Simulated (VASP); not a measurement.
## CrI₃: geometry relaxation (part 3 of 6)

CrI₃ (R-3, 8 atoms in the cell); Kohn-Sham DFT of a periodic cell, PBE with D3(BJ), VASP PAW PBE potentials, recommended, spin-polarised (VASP 6.6.1); cutoff 600 eV, 6×6×5 k-mesh, Gaussian smearing of 0.03 eV, collinear spins. The structure was built on a prototype by a generator; it need not be a known phase.

Geometry of the input (Å; fractional positions):
```
3.4162  1.9723  6.6214
-3.4162  1.9723  6.6214
0.0000  -3.9447  6.6214
Cr 0.1667  0.1667  0.1667
Cr 0.8333  0.8333  0.8333
I  0.7553  0.0887  0.4220
I  0.4220  0.7553  0.0887
I  0.0887  0.4220  0.7553
I  0.5780  0.2447  0.9113
I  0.9113  0.5780  0.2447
I  0.2447  0.9113  0.5780
```

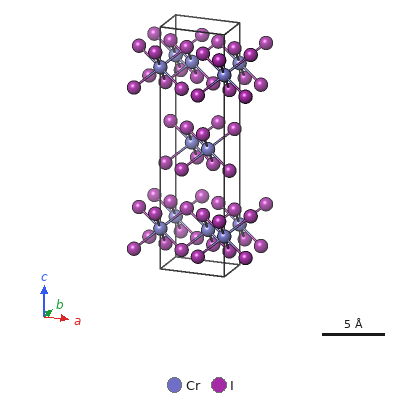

Fig. 1: The starting structure (ball-and-stick view of the cell 3 times as large as that of the calculation, set on its symmetry axes, seen slightly off an axis; bonded neighbours outside the cell are drawn too). An atom can appear more than once, as a periodic image.

### Parts of OUTCAR, continued
```
 -----------------------------------------------------------------------------------
    total drift:                                0.000000      0.000000     -0.000000

  FREE ENERGIE OF THE ION-ELECTRON SYSTEM (eV)
  ---------------------------------------------------
  free  energy   TOTEN  =       -34.3917155291 eV

  energy  without entropy=      -34.3917155291  energy(sigma->0) =      -34.39171553

 E-fermi :   4.4525     XC(G=0):  -8.9137     alpha+bet :-10.0089

 val. band max:        4.2003865850   @ k =   0.0000   0.0000   0.0000
 cond. band min:       5.2487804085   @ k =   0.3333   0.5000   0.2000
 fundamental gap:      1.0483938235
 Fermi energy:         4.4524943512

 spin component 1

 k-point     1 :       0.0000    0.0000    0.0000
  band No.  band energies     occupation
      1     -39.7951      1.00000
      2     -39.7939      1.00000
      3     -39.7935      1.00000
      4     -39.7935      1.00000
      5     -39.7900      1.00000
      6     -39.7900      1.00000
      7      -8.9707      1.00000
      8      -7.9113      1.00000
      9      -7.6656      1.00000
     10      -7.6656      1.00000
     11      -7.6439      1.00000
     12      -7.6439      1.00000
     13      -0.5000      1.00000
     14      -0.2828      1.00000
     15       0.4127      1.00000
     16       0.4127      1.00000
     17       0.4621      1.00000
     18       0.4621      1.00000
     19       0.9714      1.00000
     20       1.2347      1.00000
     21       1.5482      1.00000
     22       1.5482      1.00000
     23       1.8759      1.00000
     24       1.8759      1.00000
     25       1.9278      1.00000
     26       2.9106      1.00000
     27       2.9106      1.00000
     28       3.0749      1.00000
     29       3.3083      1.00000
     30       3.4857      1.00000
     31       3.4857      1.00000
     32       3.7996      1.00000
     33       3.7996      1.00000
     34       4.0534      1.00000
     35       4.2004      1.00000
     36       4.2004      1.00000
     37       5.5379      0.00000
     38       5.5379      0.00000
     39       5.8204      0.00000
     40       5.8204      0.00000
     41       9.1336      0.00000
     42       9.3521      0.00000

 k-point     2 :       0.1667   -0.0000    0.0000
  band No.  band energies     occupation
      1     -39.7950      1.00000
      2     -39.7940      1.00000
      3     -39.7935      1.00000
      4     -39.7933      1.00000
      5     -39.7902      1.00000
      6     -39.7900      1.00000
      7      -8.8972      1.00000
      8      -7.8851      1.00000
      9      -7.7785      1.00000
     10      -7.7137      1.00000
     11      -7.6502      1.00000
     12      -7.6244      1.00000
     13      -0.4308      1.00000
     14      -0.3697      1.00000
     15       0.3295      1.00000
     16       0.3572      1.00000
     17       0.4029      1.00000
     18       0.7342      1.00000
     19       1.1985      1.00000
     20       1.4585      1.00000
     21       1.4691      1.00000
     22       1.5815      1.00000
     23       1.8185      1.00000
     24       2.0325      1.00000
     25       2.0874      1.00000
     26       2.7550      1.00000
     27       2.8373      1.00000
     28       3.0592      1.00000
     29       3.2206      1.00000
     30       3.4462      1.00000
     31       3.4820      1.00000
     32       3.7307      1.00000
     33       3.7658      1.00000
     34       3.8983      1.00000
     35       4.0649      1.00000
     36       4.1797      1.00000
     37       5.4652      0.00000
     38       5.5331      0.00000
     39       5.6950      0.00000
     40       5.8299      0.00000
     41       9.3586      0.00000
     42       9.5241      0.00000

 k-point     3 :       0.3333   -0.0000   -0.0000
  band No.  band energies     occupation
      1     -39.7948      1.00000
      2     -39.7942      1.00000
      3     -39.7936      1.00000
      4     -39.7929      1.00000
      5     -39.7906      1.00000
      6     -39.7898      1.00000
      7      -8.6914      1.00000
      8      -8.0330      1.00000
      9      -7.8141      1.00000
     10      -7.7631      1.00000
     11      -7.6944      1.00000
     12      -7.6495      1.00000
     13      -0.5405      1.00000
     14      -0.1263      1.00000
     15       0.1814      1.00000
     16       0.4542      1.00000
     17       0.5075      1.00000
     18       1.1351      1.00000
     19       1.2442      1.00000
     20       1.4025      1.00000
     21       1.4836      1.00000
     22       1.6468      1.00000
     23       2.0797      1.00000
     24       2.1974      1.00000
     25       2.3404      1.00000
     26       2.4116      1.00000
     27       2.7713      1.00000
     28       2.8776      1.00000
     29       3.1443      1.00000
     30       3.4435      1.00000
     31       3.4480      1.00000
     32       3.4737      1.00000
     33       3.5938      1.00000
     34       3.7893      1.00000
     35       3.9957      1.00000
     36       4.1828      1.00000
     37       5.3697      0.00000
     38       5.5555      0.00000
     39       5.7098      0.00000
     40       5.7239      0.00000
     41       8.9486      0.00000
     42       9.7632      0.00000

 k-point     4 :       0.5000    0.0000    0.0000
  band No.  band energies     occupation
      1     -39.7947      1.00000
      2     -39.7943      1.00000
      3     -39.7937      1.00000
      4     -39.7926      1.00000
      5     -39.7909      1.00000
      6     -39.7898      1.00000
      7      -8.4610      1.00000
      8      -8.2864      1.00000
      9      -7.7813      1.00000
     10      -7.7331      1.00000
     11      -7.7192      1.00000
     12      -7.7130      1.00000
     13      -0.6002      1.00000
     14       0.0780      1.00000
     15       0.1242      1.00000
     16       0.6606      1.00000
     17       0.7168      1.00000
     18       1.0839      1.00000
     19       1.1198      1.00000
     20       1.3950      1.00000
     21       1.5775      1.00000
     22       1.6054      1.00000
     23       1.6748      1.00000
     24       2.0711      1.00000
     25       2.6782      1.00000
     26       2.7490      1.00000
     27       2.8071      1.00000
     28       2.9221      1.00000
     29       3.0250      1.00000
     30       3.2532      1.00000
     31       3.3682      1.00000
     32       3.4302      1.00000
     33       3.5902      1.00000
     34       3.6844      1.00000
     35       4.0417      1.00000
     36       4.1840      1.00000
     37       5.3485      0.00000
     38       5.5901      0.00000
     39       5.6581      0.00000
     40       5.7520      0.00000
     41       8.6452      0.00000
     42       9.4319      0.00000

 k-point     5 :       0.1667    0.1667    0.0000
  band No.  band energies     occupation
      1     -39.7950      1.00000
      2     -39.7940      1.00000
      3     -39.7935      1.00000
      4     -39.7933      1.00000
      5     -39.7902      1.00000
      6     -39.7900      1.00000
      7      -8.8847      1.00000
      8      -7.9047      1.00000
      9      -7.7514      1.00000
     10      -7.7373      1.00000
     11      -7.6506      1.00000
     12      -7.6291      1.00000
     13      -0.3988      1.00000
     14      -0.3468      1.00000
     15       0.2911      1.00000
     16       0.3416      1.00000
     17       0.5152      1.00000
     18       0.7431      1.00000
     19       1.2067      1.00000
     20       1.4458      1.00000
     21       1.4746      1.00000
     22       1.5564      1.00000
     23       1.8603      1.00000
     24       1.9537      1.00000
     25       2.1051      1.00000
     26       2.7596      1.00000
     27       2.7902      1.00000
     28       3.0657      1.00000
     29       3.2246      1.00000
     30       3.4261      1.00000
     31       3.4563      1.00000
     32       3.6764      1.00000
     33       3.8166      1.00000
     34       3.8273      1.00000
     35       4.0998      1.00000
     36       4.1526      1.00000
     37       5.4377      0.00000
     38       5.5212      0.00000
     39       5.7102      0.00000
     40       5.7992      0.00000
     41       9.2045      0.00000
     42       9.7294      0.00000

 [... the levels of 18 k-points are left out ...]

 k-point    24 :       0.0000    0.1667    0.2000
  band No.  band energies     occupation
      1     -39.7950      1.00000
      2     -39.7940      1.00000
      3     -39.7935      1.00000
      4     -39.7933      1.00000
      5     -39.7903      1.00000
      6     -39.7900      1.00000
      7      -8.8650      1.00000
      8      -7.9024      1.00000
      9      -7.7697      1.00000
     10      -7.7497      1.00000
     11      -7.6566      1.00000
     12      -7.6262      1.00000
     13      -0.4083      1.00000
     14      -0.3237      1.00000
     15       0.2852      1.00000
     16       0.3366      1.00000
     17       0.5183      1.00000
     18       0.7971      1.00000
     19       1.2360      1.00000
     20       1.4374      1.00000
     21       1.4920      1.00000
     22       1.5823      1.00000
     23       1.8321      1.00000
     24       2.0004      1.00000
     25       2.1320      1.00000
     26       2.7317      1.00000
     27       2.7714      1.00000
     28       3.0350      1.00000
     29       3.2046      1.00000
     30       3.4082      1.00000
     31       3.4615      1.00000
     32       3.6886      1.00000
     33       3.7788      1.00000
     34       3.8142      1.00000
     35       4.0780      1.00000
     36       4.1283      1.00000
     37       5.4200      0.00000
     38       5.5257      0.00000
     39       5.6715      0.00000
     40       5.8196      0.00000
     41       9.1921      0.00000
     42       9.7992      0.00000

 [... further k-points ...]

 spin component 2

 k-point     1 :       0.0000    0.0000    0.0000
  band No.  band energies     occupation
      1     -36.8211      1.00000
      2     -36.8196      1.00000
      3     -36.8017      1.00000
      4     -36.8017      1.00000
      5     -36.7974      1.00000
      6     -36.7974      1.00000
      7      -8.9723      1.00000
      8      -7.9555      1.00000
      9      -7.7089      1.00000
     10      -7.7089      1.00000
     11      -7.6845      1.00000
     12      -7.6845      1.00000
     13      -0.2958      1.00000
     14       0.0170      1.00000
     15       0.5256      1.00000
     16       0.5256      1.00000
     17       0.7023      1.00000
     18       0.7023      1.00000
     19       1.0510      1.00000
     20       1.3895      1.00000
     21       1.9683      1.00000
     22       2.1467      1.00000
     23       2.1467      1.00000
     24       2.3262      1.00000
     25       2.3262      1.00000
     26       3.5521      1.00000
     27       3.5521      1.00000
     28       4.0116      1.00000
     29       4.1250      1.00000
     30       4.1250      1.00000
     31       6.0318      0.00000
     32       6.0318      0.00000
     33       6.0983      0.00000
     34       6.1166      0.00000
     35       6.3890      0.00000
     36       6.3890      0.00000
     37       6.8838      0.00000
     38       6.8838      0.00000
     39       7.0302      0.00000
     40       7.0302      0.00000
     41       9.5186      0.00000
     42       9.6061      0.00000

 k-point     2 :       0.1667   -0.0000    0.0000
  band No.  band energies     occupation
      1     -36.8210      1.00000
      2     -36.8196      1.00000
      3     -36.8018      1.00000
      4     -36.8015      1.00000
      5     -36.7976      1.00000
      6     -36.7973      1.00000
      7      -8.9003      1.00000
      8      -7.9290      1.00000
      9      -7.8178      1.00000
     10      -7.7562      1.00000
     11      -7.6902      1.00000
     12      -7.6658      1.00000
     13      -0.2153      1.00000
     14      -0.1210      1.00000
     15       0.4310      1.00000
     16       0.5413      1.00000
     17       0.5988      1.00000
     18       0.9098      1.00000
     19       1.4255      1.00000
     20       1.7248      1.00000
     21       2.0013      1.00000
     22       2.0627      1.00000
     23       2.2006      1.00000
     24       2.2709      1.00000
     25       2.4186      1.00000
     26       3.3684      1.00000
     27       3.4199      1.00000
     28       3.6447      1.00000
     29       3.9683      1.00000
     30       4.0122      1.00000
     31       5.9765      0.00000
     32       6.0947      0.00000
     33       6.1163      0.00000
     34       6.2739      0.00000
     35       6.3730      0.00000
     36       6.3839      0.00000
     37       6.7846      0.00000
     38       6.8140      0.00000
     39       6.9755      0.00000
     40       7.0661      0.00000
     41       9.8643      0.00000
     42       9.9469      0.00000

 k-point     3 :       0.3333   -0.0000   -0.0000
  band No.  band energies     occupation
      1     -36.8208      1.00000
      2     -36.8199      1.00000
      3     -36.8020      1.00000
      4     -36.8010      1.00000
      5     -36.7981      1.00000
      6     -36.7971      1.00000
      7      -8.6992      1.00000
      8      -8.0640      1.00000
      9      -7.8573      1.00000
     10      -7.8058      1.00000
     11      -7.7322      1.00000
     12      -7.6911      1.00000
     13      -0.3058      1.00000
     14       0.0954      1.00000
     15       0.2372      1.00000
     16       0.6193      1.00000
     17       0.7385      1.00000
     18       1.4101      1.00000
     19       1.6439      1.00000
     20       1.7761      1.00000
     21       1.9264      1.00000
     22       2.1154      1.00000
     23       2.4282      1.00000
     24       2.5019      1.00000
     25       2.5753      1.00000
     26       2.6979      1.00000
     27       3.0958      1.00000
     28       3.4013      1.00000
     29       3.7652      1.00000
     30       3.8133      1.00000
     31       5.8938      0.00000
     32       5.9799      0.00000
     33       6.2665      0.00000
     34       6.3001      0.00000
     35       6.3860      0.00000
     36       6.4683      0.00000
     37       6.6502      0.00000
     38       6.8160      0.00000
     39       6.9888      0.00000
     40       7.0729      0.00000
     41       9.4246      0.00000
     42       9.9325      0.00000

 k-point     4 :       0.5000    0.0000    0.0000
  band No.  band energies     occupation
      1     -36.8206      1.00000
      2     -36.8201      1.00000
      3     -36.8021      1.00000
      4     -36.8006      1.00000
      5     -36.7985      1.00000
      6     -36.7971      1.00000
      7      -8.4706      1.00000
      8      -8.3135      1.00000
      9      -7.8243      1.00000
     10      -7.7752      1.00000
     11      -7.7599      1.00000
     12      -7.7513      1.00000
     13      -0.3669      1.00000
     14       0.1538      1.00000
     15       0.3311      1.00000
     16       0.7906      1.00000
     17       1.0465      1.00000
     18       1.3183      1.00000
     19       1.4761      1.00000
     20       1.7210      1.00000
     21       1.9425      1.00000
     22       1.9829      1.00000
     23       2.1981      1.00000
     24       2.6648      1.00000
     25       2.8351      1.00000
     26       2.8970      1.00000
     27       2.9988      1.00000
     28       3.3523      1.00000
     29       3.4951      1.00000
     30       3.7842      1.00000
     31       5.7835      0.00000
     32       5.9148      0.00000
     33       6.3008      0.00000
     34       6.3266      0.00000
     35       6.3861      0.00000
     36       6.4857      0.00000
     37       6.6210      0.00000
     38       6.9123      0.00000
     39       7.0338      0.00000
     40       7.0369      0.00000
     41       9.1665      0.00000
     42       9.5223      0.00000

 k-point     5 :       0.1667    0.1667    0.0000
  band No.  band energies     occupation
      1     -36.8210      1.00000
      2     -36.8196      1.00000
      3     -36.8018      1.00000
      4     -36.8015      1.00000
      5     -36.7976      1.00000
      6     -36.7973      1.00000
      7      -8.8878      1.00000
      8      -7.9483      1.00000
      9      -7.7908      1.00000
     10      -7.7797      1.00000
     11      -7.6920      1.00000
     12      -7.6691      1.00000
     13      -0.1669      1.00000
     14      -0.1113      1.00000
     15       0.4283      1.00000
     16       0.5376      1.00000
     17       0.6678      1.00000
     18       0.9178      1.00000
     19       1.4374      1.00000
     20       1.6887      1.00000
     21       1.9578      1.00000
     22       2.1062      1.00000
     23       2.2198      1.00000
     24       2.2848      1.00000
     25       2.3447      1.00000
     26       3.3343      1.00000
     27       3.4034      1.00000
     28       3.6190      1.00000
     29       3.9042      1.00000
     30       3.9811      1.00000
     31       5.9749      0.00000
     32       6.0989      0.00000
     33       6.1450      0.00000
     34       6.2842      0.00000
     35       6.3583      0.00000
     36       6.3984      0.00000
     37       6.7643      0.00000
     38       6.8315      0.00000
     39       6.9589      0.00000
     40       7.0345      0.00000
     41       9.7097      0.00000
     42      10.1291      0.00000

 [... the levels of 18 k-points are left out ...]

 k-point    24 :       0.0000    0.1667    0.2000
  band No.  band energies     occupation
      1     -36.8210      1.00000
      2     -36.8197      1.00000
      3     -36.8018      1.00000
      4     -36.8015      1.00000
      5     -36.7977      1.00000
      6     -36.7973      1.00000
      7      -8.8685      1.00000
      8      -7.9457      1.00000
      9      -7.8087      1.00000
     10      -7.7914      1.00000
     11      -7.6979      1.00000
     12      -7.6664      1.00000
     13      -0.1648      1.00000
     14      -0.1021      1.00000
     15       0.4195      1.00000
     16       0.5397      1.00000
     17       0.6610      1.00000
     18       0.9740      1.00000
     19       1.5007      1.00000
     20       1.7449      1.00000
     21       1.9260      1.00000
     22       2.0728      1.00000
     23       2.2526      1.00000
     24       2.2845      1.00000
     25       2.3787      1.00000
     26       3.2831      1.00000
     27       3.3528      1.00000
     28       3.5746      1.00000
     29       3.8656      1.00000
     30       3.9382      1.00000
     31       5.9708      0.00000
     32       6.1232      0.00000
     33       6.1296      0.00000
     34       6.3047      0.00000
     35       6.3547      0.00000
     36       6.3988      0.00000
     37       6.7529      0.00000
     38       6.8315      0.00000
     39       6.9287      0.00000
     40       7.0465      0.00000
     41       9.7043      0.00000
     42      10.2150      0.00000

 [... further k-points ...]

[... ionic steps 4 to 10 ...]
```
